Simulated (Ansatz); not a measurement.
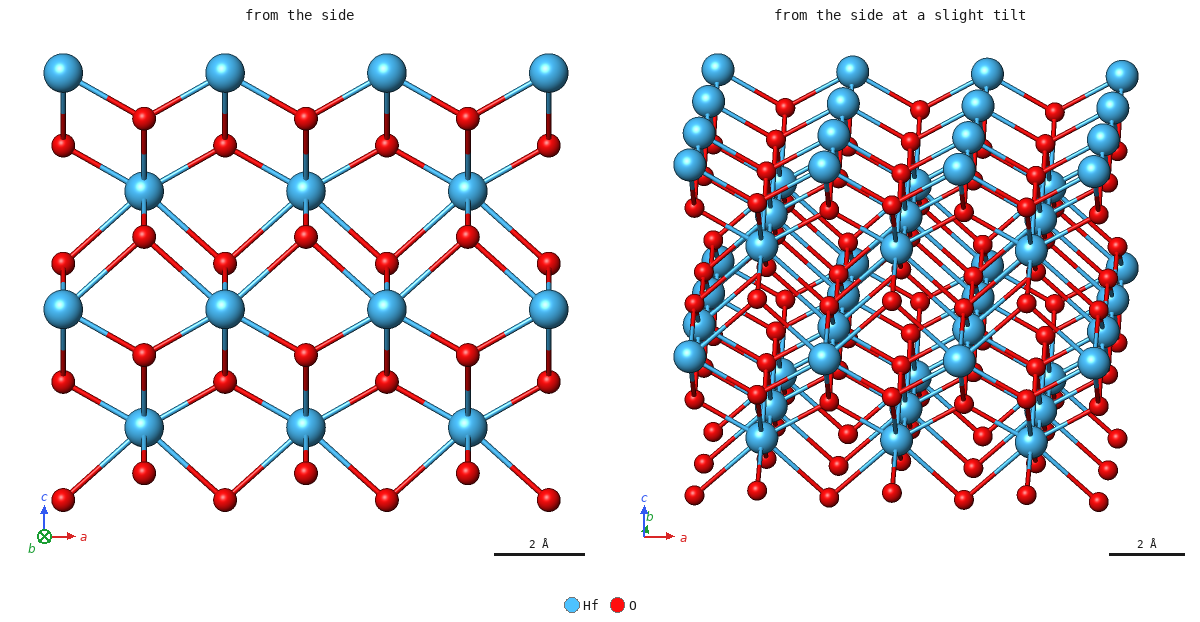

A ball-and-stick picture of a periodic slab, seen from the side and from the side at a slight tilt. The surface normal points up in side views; the vacuum is left out. 3×3 cells are drawn in the plane, with atoms at the edges repeated.

The cell holds 4 Hf, 8 O.

Name the terminations.

The top face ends in Hf, the bottom face in O. The faces differ, so the slab can carry a dipole.

How thick is it?

About 10 Å from the lowest to the highest atom.

The initial geometry was a structure listed in the Materials Project. The cell was then strained or its atoms displaced on purpose. Ansatz was used for an electronic-structure calculation on it.

At this level of theory the run's own cell isn't at rest (forces up to 2.4 eV/Å), so its distances can differ from those at equilibrium, the more so the softer the solid.
